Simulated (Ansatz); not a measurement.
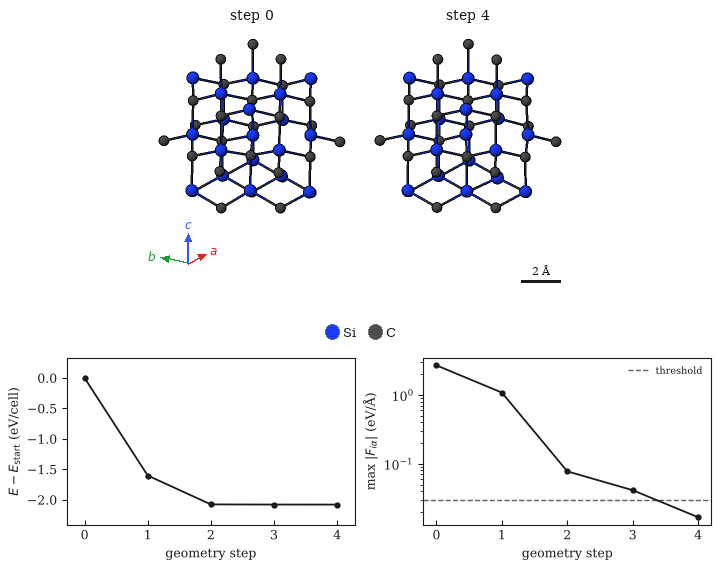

First and last geometry of a relaxation of a defect cell of composition Si$_{48}$C$_{47}$ (cell charge +2), with the history of the run. Style: ball-and-stick. Shown: the atoms within 5.0 Å of the atom that moves most (axes of the cell of the calculation (origin shifted)), from a free direction.

These are results of Ansatz 0.2.0, DFT, PBEsol, PAW, plane waves, not measurements. Set-up: plane-wave cutoff 420 eV; k-point mesh 1 × 1 × 1; mesh shifted by (0.25, 0.25, 0.25); no spin polarisation; atoms relaxed in a fixed cell; force threshold 0.03 eV/Å; at most 80 steps.

**What do the curves and the structures tell?**

It converged. The largest move is that of a Si atom, 0.17 Å along [−2 2 1]. By element the largest moves are Si 0.17 Å, C 0.08 Å. The cell stays as it was. Among the contacts that change: C–Si 1.960 → 1.847 Å, C–Si 1.843 → 1.914 Å, C–Si 1.916 → 1.847 Å, C–Si 1.944 → 1.875 Å. Among the angles between lasting bonds that change: Si–C–Si 114.9° → 105.7°, C–Si–C 106.1° → 112.9°, Si–C–Si 112.2° → 105.7°. The energy falls by 2.078 eV per cell of the calculation in 4 geometry steps. The largest force component goes from 2.7 to 0.017 eV/Å.

| step | E − E(0), meV/atom | largest force component, eV/Å |
| --- | --- | --- |
| 0 | 0.00 | 2.7104 |
| 1 | -16.85 | 1.0881 |
| 2 | -21.85 | 0.0777 |
| 3 | -21.87 | 0.0413 |
| 4 | -21.88 | 0.0167 |

Limits of the set-up: the cell is charged, on a uniform background, and energies carry no finite-size correction.
